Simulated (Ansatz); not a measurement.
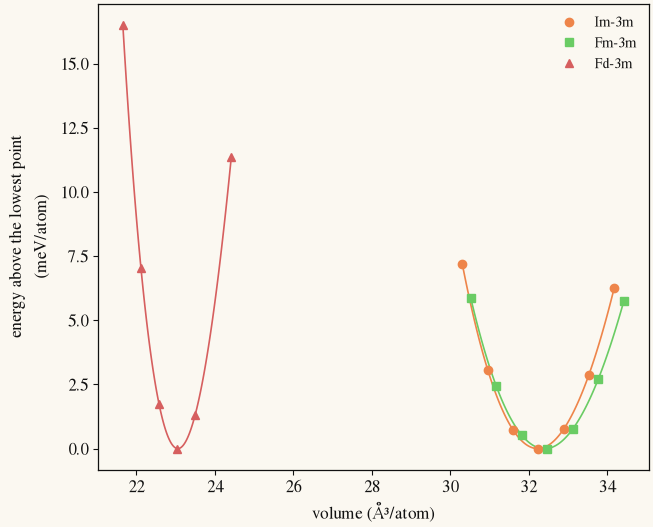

The figure shows the energy above the lowest point against volume, with one curve for each structure, for Dy. Each energy curve has its own zero, so the curves don't rank the structures.

Computed with Ansatz 0.2.0 development build: equation of state of a cubic crystal from periodic Kohn-Sham density functional theory without spin, third-order Birch-Murnaghan fit to the free energies; pressure corrected for the finite basis. Level: PBE.

| setting | value |
| --- | --- |
| occupation method | Fermi–Dirac |
| occupation width | 0.06123 eV |
| wave cutoff | 420 eV |
| datasets | soft-1 PAW |
| density tolerance | 1e−07 eV |
| density cutoff ratio | 4 |
| search for lower states | default |

Settings that differ: Im-3m: k mesh 38×38×38, atoms in cell 1, lattice centring body-centred primitive, space group number 229, structure type bcc; Fm-3m: k mesh 37×37×37, atoms in cell 1, lattice centring face-centred primitive, space group number 225, structure type fcc; Fd-3m: k mesh 17×17×17, atoms in cell 2, lattice centring face-centred primitive, space group number 227, structure type diamond.

Order the curves by fitted equilibrium volume, smallest first.

Fd-3m 23.06, Im-3m 32.23, Fm-3m 32.40 Å³/atom.

Order the curves by fitted bulk modulus, smallest first.

Fm-3m 15.9, Im-3m 18.5, Fd-3m 52.7 GPa.

Caveats: cubic model structure, not the ambient form; open f shell treated without spin.

The computed values:

Im-3m:
```json
{"volume (Å³/atom)": "30.31", "energy above the lowest point (meV/atom)": "7.175"}
{"volume (Å³/atom)": "30.95", "energy above the lowest point (meV/atom)": "3.076"}
{"volume (Å³/atom)": "31.60", "energy above the lowest point (meV/atom)": "0.730"}
{"volume (Å³/atom)": "32.24", "energy above the lowest point (meV/atom)": "0.000"}
{"volume (Å³/atom)": "32.89", "energy above the lowest point (meV/atom)": "0.750"}
{"volume (Å³/atom)": "33.53", "energy above the lowest point (meV/atom)": "2.876"}
{"volume (Å³/atom)": "34.18", "energy above the lowest point (meV/atom)": "6.258"}
```

Fm-3m:
```json
{"volume (Å³/atom)": "30.52", "energy above the lowest point (meV/atom)": "5.847"}
{"volume (Å³/atom)": "31.17", "energy above the lowest point (meV/atom)": "2.425"}
{"volume (Å³/atom)": "31.82", "energy above the lowest point (meV/atom)": "0.520"}
{"volume (Å³/atom)": "32.47", "energy above the lowest point (meV/atom)": "0.000"}
{"volume (Å³/atom)": "33.12", "energy above the lowest point (meV/atom)": "0.770"}
{"volume (Å³/atom)": "33.77", "energy above the lowest point (meV/atom)": "2.709"}
{"volume (Å³/atom)": "34.42", "energy above the lowest point (meV/atom)": "5.742"}
```

Fd-3m:
```json
{"volume (Å³/atom)": "21.66", "energy above the lowest point (meV/atom)": "16.5"}
{"volume (Å³/atom)": "22.12", "energy above the lowest point (meV/atom)": "7.1"}
{"volume (Å³/atom)": "22.58", "energy above the lowest point (meV/atom)": "1.7"}
{"volume (Å³/atom)": "23.04", "energy above the lowest point (meV/atom)": "0.0"}
{"volume (Å³/atom)": "23.50", "energy above the lowest point (meV/atom)": "1.3"}
{"volume (Å³/atom)": "24.42", "energy above the lowest point (meV/atom)": "11.4"}
```
